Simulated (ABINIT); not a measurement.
## Geometry relaxation of I (part 4 of 4)

The same run, continued: I (I4/mmm, 1 atom in the cell); Kohn-Sham DFT of a periodic cell, LDA, HGH LDA, no spin polarisation (ABINIT 10.8.3); cutoff 489.81 eV, 8×8×8 k-mesh, fermi-dirac of 0.05 eV. The structure derives from a Materials Project entry.

Geometry of the input (Å; fractional positions):
```
-1.6175  1.6175  4.2648
1.6175  -1.6175  4.2648
1.6175  1.6175  -4.2648
I  0.0000  0.0000  0.0000
```

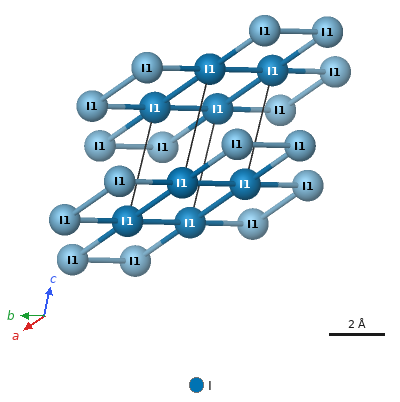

Fig. 1: The geometry at step 6 of the log (ball-and-stick view of the reduced cell, seen at an oblique angle; neighbours outside the cell are drawn fainter; atoms are numbered from 1 in the order of the input).

Output, continued:
```
--- !ResultsGS
iteration_state: {dtset: 1, itime: 10, icycle: 1, }
comment   : Summary of ground state results
lattice_vectors:
- [ -2.9933285,   2.9933285,   6.8245019, ]
- [  2.9933285,  -2.9933285,   6.8245019, ]
- [  2.9933285,   2.9933285,  -6.8245019, ]
lattice_lengths: [   8.03081,    8.03081,    8.03081, ]
lattice_angles: [136.232, 136.232,  63.622, ] # degrees, (23, 13, 12)
lattice_volume:   2.4459058E+02
convergence: {deltae: -2.842E-14, res2:  6.096E-14, residm:  4.847E-07, diffor: null, }
etotal    :  -1.15421250E+01
entropy   :   0.00000000E+00
fermie    :  -4.36794657E-02
cartesian_stress_tensor: # hartree/bohr^3
- [  1.00011451E-05,   0.00000000E+00,   0.00000000E+00, ]
- [  0.00000000E+00,   1.00011451E-05,   0.00000000E+00, ]
- [  0.00000000E+00,   0.00000000E+00,   1.07723473E-05, ]
pressure_GPa:  -3.0181E-01
xred      :
- [  0.0000E+00,   0.0000E+00,   0.0000E+00,  I]
cartesian_forces: # hartree/bohr
- [ -0.00000000E+00,  -0.00000000E+00,  -0.00000000E+00, ]
force_length_stats: {min:   0.00000000E+00, max:   0.00000000E+00, mean:   0.00000000E+00, }
...

 Integrated electronic density in atomic spheres:
 ------------------------------------------------
 Atom  Sphere_radius  Integrated_density
    1        2.00000          2.84859269

---OUTPUT-----------------------------------------------------------------------

 Cartesian coordinates (xcart) [bohr]
  0.00000000000000E+00  0.00000000000000E+00  0.00000000000000E+00
 Reduced coordinates (xred)
  0.00000000000000E+00  0.00000000000000E+00  0.00000000000000E+00
 Cartesian forces (fcart) [Ha/bohr]; max,rms= 0.00000E+00 0.00000E+00 (free atoms)
 -0.00000000000000E+00 -0.00000000000000E+00 -0.00000000000000E+00
 Gradient of E wrt nuclear positions in reduced coordinates (gred)
 -0.00000000000000E+00 -0.00000000000000E+00 -0.00000000000000E+00
 Scale of Primitive Cell (acell) [bohr]
  8.03080680823691E+00  8.03080680823691E+00  8.03080680823691E+00
 Real space primitive translations (rprimd) [bohr]
 -2.99332852445526E+00  2.99332852445526E+00  6.82450193644850E+00
  2.99332852445526E+00 -2.99332852445526E+00  6.82450193644850E+00
  2.99332852445526E+00  2.99332852445526E+00 -6.82450193644850E+00
 Unitary Cell Volume (ucvol) [Bohr^3]=  2.44590576761293E+02
 Angles (23,13,12)= [degrees]
  1.36231744653361E+02  1.36231744653361E+02  6.36222571681387E+01
 Lengths [Bohr]
  8.03080680823691E+00  8.03080680823691E+00  8.03080680823691E+00
 Stress tensor in cartesian coordinates (strten) [Ha/bohr^3]
  1.00011451338814E-05  0.00000000000000E+00  0.00000000000000E+00
  0.00000000000000E+00  1.00011451338753E-05  0.00000000000000E+00
  0.00000000000000E+00  0.00000000000000E+00  1.07723472921777E-05
 Total energy (etotal) [Ha]= -1.15421250043382E+01

 Difference of energy with previous step (new-old):
           Absolute (Ha)=-2.14711E-04
           Relative     =-1.86025E-05

--- Iteration: (11/50) Internal Cycle: (1/1)
--------------------------------------------------------------------------------

---SELF-CONSISTENT-FIELD CONVERGENCE--------------------------------------------

--- !BeginCycle
iteration_state: {dtset: 1, itime: 11, icycle: 1, }
solver: {iscf: 7, nstep: 80, nline: 4, wfoptalg: 0, }
tolerances: {tolvrs: 1.00E-12, }
...

     iter   Etot(hartree)      deltaE(h)  residm     vres2
 ETOT  1  -11.542124423307    -1.154E+01 3.562E-01 2.889E-01
 ETOT  2  -11.542148957722    -2.453E-05 7.722E-04 1.106E-02
 ETOT  3  -11.542149512559    -5.548E-07 4.107E-04 3.309E-04
 ETOT  4  -11.542149525119    -1.256E-08 9.184E-05 5.956E-06
 ETOT  5  -11.542149525304    -1.848E-10 1.217E-04 1.656E-07
 ETOT  6  -11.542149525312    -7.271E-12 3.436E-04 4.822E-10
 ETOT  7  -11.542149525312    -5.862E-14 4.458E-04 3.412E-12
 ETOT  8  -11.542149525311     1.990E-13 5.732E-02 1.397E-14

 At SCF step    8       vres2   =  1.40E-14 < tolvrs=  1.00E-12 =>converged.

 Cartesian components of stress tensor (hartree/bohr^3)
  sigma(1 1)= -1.67683660E-06  sigma(3 2)=  0.00000000E+00
  sigma(2 2)= -1.67683660E-06  sigma(3 1)=  0.00000000E+00
  sigma(3 3)= -1.52643678E-07  sigma(2 1)=  0.00000000E+00

--- !ResultsGS
iteration_state: {dtset: 1, itime: 11, icycle: 1, }
comment   : Summary of ground state results
lattice_vectors:
- [ -2.9865070,   2.9865070,   6.7252243, ]
- [  2.9865070,  -2.9865070,   6.7252243, ]
- [  2.9865070,   2.9865070,  -6.7252243, ]
lattice_lengths: [   7.94148,    7.94148,    7.94148, ]
lattice_angles: [135.820, 135.820,  64.259, ] # degrees, (23, 13, 12)
lattice_volume:   2.3993512E+02
convergence: {deltae:  1.990E-13, res2:  1.397E-14, residm:  5.732E-02, diffor: null, }
etotal    :  -1.15421495E+01
entropy   :   0.00000000E+00
fermie    :  -3.97337016E-02
cartesian_stress_tensor: # hartree/bohr^3
- [ -1.67683660E-06,   0.00000000E+00,   0.00000000E+00, ]
- [  0.00000000E+00,  -1.67683660E-06,   0.00000000E+00, ]
- [  0.00000000E+00,   0.00000000E+00,  -1.52643678E-07, ]
pressure_GPa:   3.4386E-02
xred      :
- [  0.0000E+00,   0.0000E+00,   0.0000E+00,  I]
cartesian_forces: # hartree/bohr
- [ -0.00000000E+00,  -0.00000000E+00,  -0.00000000E+00, ]
force_length_stats: {min:   0.00000000E+00, max:   0.00000000E+00, mean:   0.00000000E+00, }
...

 Integrated electronic density in atomic spheres:
 ------------------------------------------------
 Atom  Sphere_radius  Integrated_density
    1        2.00000          2.84703124

---OUTPUT-----------------------------------------------------------------------

 Cartesian coordinates (xcart) [bohr]
  0.00000000000000E+00  0.00000000000000E+00  0.00000000000000E+00
 Reduced coordinates (xred)
  0.00000000000000E+00  0.00000000000000E+00  0.00000000000000E+00
 Cartesian forces (fcart) [Ha/bohr]; max,rms= 0.00000E+00 0.00000E+00 (free atoms)
 -0.00000000000000E+00 -0.00000000000000E+00 -0.00000000000000E+00
 Gradient of E wrt nuclear positions in reduced coordinates (gred)
 -0.00000000000000E+00 -0.00000000000000E+00 -0.00000000000000E+00
 Scale of Primitive Cell (acell) [bohr]
  7.94147903837800E+00  7.94147903837800E+00  7.94147903837800E+00
 Real space primitive translations (rprimd) [bohr]
 -2.98650696435687E+00  2.98650696435687E+00  6.72522428032650E+00
  2.98650696435687E+00 -2.98650696435687E+00  6.72522428032650E+00
  2.98650696435687E+00  2.98650696435687E+00 -6.72522428032650E+00
 Unitary Cell Volume (ucvol) [Bohr^3]=  2.39935123141038E+02
 Angles (23,13,12)= [degrees]
  1.35819780036474E+02  1.35819780036474E+02  6.42590814653389E+01
 Lengths [Bohr]
  7.94147903837800E+00  7.94147903837800E+00  7.94147903837800E+00
 Stress tensor in cartesian coordinates (strten) [Ha/bohr^3]
 -1.67683660370378E-06  0.00000000000000E+00  0.00000000000000E+00
  0.00000000000000E+00 -1.67683660369771E-06  0.00000000000000E+00
  0.00000000000000E+00  0.00000000000000E+00 -1.52643677793149E-07
 Total energy (etotal) [Ha]= -1.15421495253114E+01

 Difference of energy with previous step (new-old):
           Absolute (Ha)=-2.45210E-05
           Relative     =-2.12447E-06

--- Iteration: (12/50) Internal Cycle: (1/1)
--------------------------------------------------------------------------------

---SELF-CONSISTENT-FIELD CONVERGENCE--------------------------------------------

--- !BeginCycle
iteration_state: {dtset: 1, itime: 12, icycle: 1, }
solver: {iscf: 7, nstep: 80, nline: 4, wfoptalg: 0, }
tolerances: {tolvrs: 1.00E-12, }
...

     iter   Etot(hartree)      deltaE(h)  residm     vres2
 ETOT  1  -11.542149568398    -1.154E+01 7.440E-04 1.684E-03
 ETOT  2  -11.542149654755    -8.636E-08 2.939E-03 1.509E-04
 ETOT  3  -11.542149661617    -6.862E-09 1.463E-03 1.567E-06
 ETOT  4  -11.542149661672    -5.527E-11 4.155E-04 1.752E-08
 ETOT  5  -11.542149661673    -7.194E-13 6.956E-04 1.076E-10
 ETOT  6  -11.542149661673    -2.665E-14 1.634E-03 4.060E-13

 At SCF step    6       vres2   =  4.06E-13 < tolvrs=  1.00E-12 =>converged.

 Cartesian components of stress tensor (hartree/bohr^3)
  sigma(1 1)= -3.01810303E-09  sigma(3 2)=  0.00000000E+00
  sigma(2 2)= -3.01810304E-09  sigma(3 1)=  0.00000000E+00
  sigma(3 3)= -9.32652441E-09  sigma(2 1)=  0.00000000E+00

--- !ResultsGS
iteration_state: {dtset: 1, itime: 12, icycle: 1, }
comment   : Summary of ground state results
lattice_vectors:
- [ -2.9874897,   2.9874897,   6.7264769, ]
- [  2.9874897,  -2.9874897,   6.7264769, ]
- [  2.9874897,   2.9874897,  -6.7264769, ]
lattice_lengths: [   7.94328,    7.94328,    7.94328, ]
lattice_angles: [135.815, 135.815,  64.266, ] # degrees, (23, 13, 12)
lattice_volume:   2.4013778E+02
convergence: {deltae: -2.665E-14, res2:  4.060E-13, residm:  1.634E-03, diffor: null, }
etotal    :  -1.15421497E+01
entropy   :   0.00000000E+00
fermie    :  -3.99828565E-02
cartesian_stress_tensor: # hartree/bohr^3
- [ -3.01810303E-09,   0.00000000E+00,   0.00000000E+00, ]
- [  0.00000000E+00,  -3.01810304E-09,   0.00000000E+00, ]
- [  0.00000000E+00,   0.00000000E+00,  -9.32652441E-09, ]
pressure_GPa:   1.5066E-04
xred      :
- [  0.0000E+00,   0.0000E+00,   0.0000E+00,  I]
cartesian_forces: # hartree/bohr
- [ -0.00000000E+00,  -0.00000000E+00,  -0.00000000E+00, ]
force_length_stats: {min:   0.00000000E+00, max:   0.00000000E+00, mean:   0.00000000E+00, }
...

 Integrated electronic density in atomic spheres:
 ------------------------------------------------
 Atom  Sphere_radius  Integrated_density
    1        2.00000          2.84898400

---OUTPUT-----------------------------------------------------------------------

 Cartesian coordinates (xcart) [bohr]
  0.00000000000000E+00  0.00000000000000E+00  0.00000000000000E+00
 Reduced coordinates (xred)
  0.00000000000000E+00  0.00000000000000E+00  0.00000000000000E+00
 Cartesian forces (fcart) [Ha/bohr]; max,rms= 0.00000E+00 0.00000E+00 (free atoms)
 -0.00000000000000E+00 -0.00000000000000E+00 -0.00000000000000E+00
 Gradient of E wrt nuclear positions in reduced coordinates (gred)
 -0.00000000000000E+00 -0.00000000000000E+00 -0.00000000000000E+00
 Scale of Primitive Cell (acell) [bohr]
  7.94327901193133E+00  7.94327901193133E+00  7.94327901193133E+00
 Real space primitive translations (rprimd) [bohr]
 -2.98748974463288E+00  2.98748974463288E+00  6.72647690197591E+00
  2.98748974463288E+00 -2.98748974463288E+00  6.72647690197591E+00
  2.98748974463288E+00  2.98748974463288E+00 -6.72647690197592E+00
 Unitary Cell Volume (ucvol) [Bohr^3]=  2.40137780769921E+02
 Angles (23,13,12)= [degrees]
  1.35815017806375E+02  1.35815017806375E+02  6.42664505641384E+01
 Lengths [Bohr]
  7.94327901193133E+00  7.94327901193133E+00  7.94327901193133E+00
 Stress tensor in cartesian coordinates (strten) [Ha/bohr^3]
 -3.01810303311723E-09  0.00000000000000E+00  0.00000000000000E+00
  0.00000000000000E+00 -3.01810303832140E-09  0.00000000000000E+00
  0.00000000000000E+00  0.00000000000000E+00 -9.32652441214266E-09
 Total energy (etotal) [Ha]= -1.15421496616729E+01

 Difference of energy with previous step (new-old):
           Absolute (Ha)=-1.36361E-07
           Relative     =-1.18142E-08

 At Broyd/MD step  12, gradients are converged :
  max grad (force/stress) = 9.3265E-07 < tolmxf= 2.0000E-05 ha/bohr (free atoms)

================================================================================

 ----iterations are completed or convergence reached----

 Mean square residual over all n,k,spin=   36.009E-07; max=  16.339E-04
 reduced coordinates (array xred) for    1 atoms
       0.000000000000      0.000000000000      0.000000000000
 rms dE/dt=  0.0000E+00; max dE/dt=  0.0000E+00; dE/dt below (all hartree)
    1       0.000000000000      0.000000000000      0.000000000000

 cartesian coordinates (angstrom) at end:
    1      0.00000000000000     0.00000000000000     0.00000000000000

 cartesian forces (hartree/bohr) at end:
    1     -0.00000000000000    -0.00000000000000    -0.00000000000000
 frms,max,avg= 0.0000000E+00 0.0000000E+00   0.000E+00  0.000E+00  0.000E+00 h/b

 cartesian forces (eV/Angstrom) at end:
    1     -0.00000000000000    -0.00000000000000    -0.00000000000000
 frms,max,avg= 0.0000000E+00 0.0000000E+00   0.000E+00  0.000E+00  0.000E+00 e/A
 length scales=  7.943279011931  7.943279011931  7.943279011931 bohr
              =  4.203402230107  4.203402230107  4.203402230107 angstroms
 Fermi (or HOMO) energy (hartree) =  -0.03998   Average Vxc (hartree)=  -0.32168
 Eigenvalues (hartree) for nkpt=  59  k points:
 kpt#   1, nband=  8, wtk=  0.00195, kpt=  0.0000  0.0000  0.0000 (reduced coord)
  -0.56824   -0.09451    0.00140    0.00140    0.13693    0.24374    0.27848    0.40931
      occupation numbers for kpt#   1
   2.00000    2.00000    0.00000    0.00000    0.00000    0.00000    0.00000    0.00000
 prteigrs : prtvol=0 or 1, do not print more k-points.

--- !EnergyTerms
iteration_state     : {dtset: 1, itime: 12, icycle: 1, }
comment             : Components of total free energy in Hartree
kinetic             :  3.32188309537579E+00
hartree             :  9.15349492342019E-01
xc                  : -2.23125313833311E+00
Ewald energy        : -1.11854546593213E+01
psp_core            :  1.58417487010859E+00
local_psp           : -3.67245536114658E+00
non_local_psp       : -2.74243870591754E-01
internal            : -1.15419995715663E+01
'-kT*entropy'       : -1.50090106566099E-04
total_energy        : -1.15421496616729E+01
total_energy_eV     : -3.14077892552699E+02
band_energy         : -1.70633321294433E+00
...

 Cartesian components of stress tensor (hartree/bohr^3)
  sigma(1 1)= -3.01810303E-09  sigma(3 2)=  0.00000000E+00
  sigma(2 2)= -3.01810304E-09  sigma(3 1)=  0.00000000E+00
  sigma(3 3)= -9.32652441E-09  sigma(2 1)=  0.00000000E+00

-Cartesian components of stress tensor (GPa)         [Pressure=  1.5066E-04 GPa]
- sigma(1 1)= -8.87956569E-05  sigma(3 2)=  0.00000000E+00
- sigma(2 2)= -8.87956570E-05  sigma(3 1)=  0.00000000E+00
- sigma(3 3)= -2.74395822E-04  sigma(2 1)=  0.00000000E+00

== END DATASET(S) ==============================================================
================================================================================

 -outvars: echo values of variables after computation  --------
            acell      7.9432790119E+00  7.9432790119E+00  7.9432790119E+00 Bohr
           etotal     -1.1542149662E+01
            fcart     -0.0000000000E+00 -0.0000000000E+00 -0.0000000000E+00
            rprim     -3.7610283362E-01  3.7610283362E-01  8.4681362594E-01
                       3.7610283362E-01 -3.7610283362E-01  8.4681362594E-01
                       3.7610283362E-01  3.7610283362E-01 -8.4681362594E-01
           strten     -3.0181030331E-09 -3.0181030383E-09 -9.3265244121E-09
                       0.0000000000E+00  0.0000000000E+00  0.0000000000E+00
 Calculation completed.
```

Trajectory as extended XYZ (Å, eV, eV/Å), 12 frames, from step=0 to step=11:
```
1
Lattice="-1.6175 1.6175 4.2648 1.6175 -1.6175 4.2648 1.6175 1.6175 -4.2648" Properties=species:S:1:pos:R:3:forces:R:3 step=0 energy=-314.01852
I     0.0000    0.0000    0.0000    0.0000   0.0000   0.0000
1
Lattice="-1.6135 1.6135 4.2599 1.6135 -1.6135 4.2599 1.6135 1.6135 -4.2599" Properties=species:S:1:pos:R:3:forces:R:3 step=1 energy=-314.02199
I     0.0000    0.0000    0.0000    0.0000   0.0000   0.0000
1
Lattice="-1.5747 1.5747 4.2065 1.5747 -1.5747 4.2065 1.5747 1.5747 -4.2065" Properties=species:S:1:pos:R:3:forces:R:3 step=2 energy=-314.03755
I     0.0000    0.0000    0.0000    0.0000   0.0000   0.0000
1
Lattice="-1.5785 1.5785 4.2060 1.5785 -1.5785 4.2060 1.5785 1.5785 -4.2060" Properties=species:S:1:pos:R:3:forces:R:3 step=3 energy=-314.03815
I     0.0000    0.0000    0.0000    0.0000   0.0000   0.0000
1
Lattice="-1.5823 1.5823 4.1926 1.5823 -1.5823 4.1926 1.5823 1.5823 -4.1926" Properties=species:S:1:pos:R:3:forces:R:3 step=4 energy=-314.03936
I     0.0000    0.0000    0.0000    0.0000   0.0000   0.0000
1
Lattice="-1.5921 1.5921 4.1118 1.5921 -1.5921 4.1118 1.5921 1.5921 -4.1118" Properties=species:S:1:pos:R:3:forces:R:3 step=5 energy=-314.04433
I     0.0000    0.0000    0.0000    0.0000   0.0000   0.0000
1
Lattice="-1.6050 1.6050 3.9015 1.6050 -1.6050 3.9015 1.6050 1.6050 -3.9015" Properties=species:S:1:pos:R:3:forces:R:3 step=6 energy=-314.05496
I     0.0000    0.0000    0.0000    0.0000   0.0000   0.0000
1
Lattice="-1.6148 1.6148 3.5169 1.6148 -1.6148 3.5169 1.6148 1.6148 -3.5169" Properties=species:S:1:pos:R:3:forces:R:3 step=7 energy=-314.06363
I     0.0000    0.0000    0.0000    0.0000   0.0000   0.0000
1
Lattice="-1.6013 1.6013 3.6387 1.6013 -1.6013 3.6387 1.6013 1.6013 -3.6387" Properties=species:S:1:pos:R:3:forces:R:3 step=8 energy=-314.07138
I     0.0000    0.0000    0.0000    0.0000   0.0000   0.0000
1
Lattice="-1.5840 1.5840 3.6114 1.5840 -1.5840 3.6114 1.5840 1.5840 -3.6114" Properties=species:S:1:pos:R:3:forces:R:3 step=9 energy=-314.07722
I     0.0000    0.0000    0.0000    0.0000   0.0000   0.0000
1
Lattice="-1.5804 1.5804 3.5588 1.5804 -1.5804 3.5588 1.5804 1.5804 -3.5588" Properties=species:S:1:pos:R:3:forces:R:3 step=10 energy=-314.07789
I     0.0000    0.0000    0.0000    0.0000   0.0000   0.0000
1
Lattice="-1.5809 1.5809 3.5595 1.5809 -1.5809 3.5595 1.5809 1.5809 -3.5595" Properties=species:S:1:pos:R:3:forces:R:3 step=11 energy=-314.07789
I     0.0000    0.0000    0.0000    0.0000   0.0000   0.0000
```

Summary:

```tsv
quantity	value
outcome	converged
space group (tolerance 0.01 Å)	I4/mmm (139)
electrons treated	7
free energy	−314.0779 eV
Fermi energy	−1.088 eV
gap on the k-point mesh	none (metallic)
pressure	0.00 GPa
final volume	35.58 Å³
largest force (length of the vector) at the end	under 0.001 eV/Å
final cell	a = 4.203 Å, b = 4.203 Å, c = 4.203 Å, α = 135.82°, β = 135.82°, γ = 64.27°
wall time	4.5 min
peak memory	0.08 GiB
```

Notes:

The cell holds an odd number of electrons but the run has no spin polarisation, so it comes out as a metal.
